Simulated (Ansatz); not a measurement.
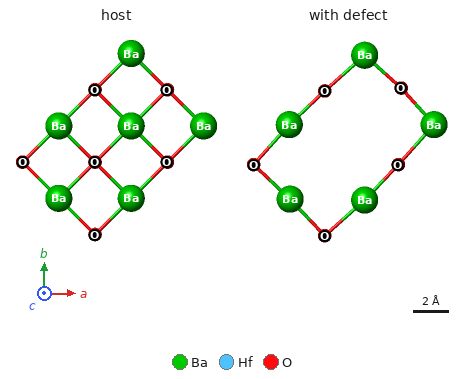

Left: perfect BaHfO$_{3}$. Right: the same region with a pair of point defects, after relaxing the atoms in a supercell of 40 sites. The picture is a ball-and-stick view of the atoms within 5.4 Å of one point, in a slice 3.4 Å thick across the line of sight, seen along the c axis.

The calculation used DFT, PBEsol, PAW, plane waves in Ansatz. Set-up: plane-wave cutoff 420 eV; k-point mesh 1 × 1 × 1; mesh shifted by (0.25, 0.25, 0.25); no spin polarisation. Fermi-Dirac smearing of 0.01 eV. The axes drawn are those of the host's conventional cell.

Question: Which defect is it?

Answer: A barium atom is taken out (a vacancy) and an oxygen atom is taken out (a vacancy), the two sites 2.9 Å apart.

The charge state of the cell is 0.

Question: What does the relaxation do around it?

Answer: Around the empty Ba site the host had 12 O at 2.94 Å; after relaxation the nearest atoms are 11 O at 2.99 to 3.08 Å, 6 Hf at 3.55 to 3.56 Å. Around the empty O site the host had 2 Hf at 2.08 Å; after relaxation the nearest atoms are 2 Hf at 2.23 to 2.24 Å. Of the host's atoms, an oxygen atom moves furthest from its site, by 0.30 Å.

Limits of the set-up: the periodic images lie only 8.3 Å apart, so the values are limited by the cell's size.
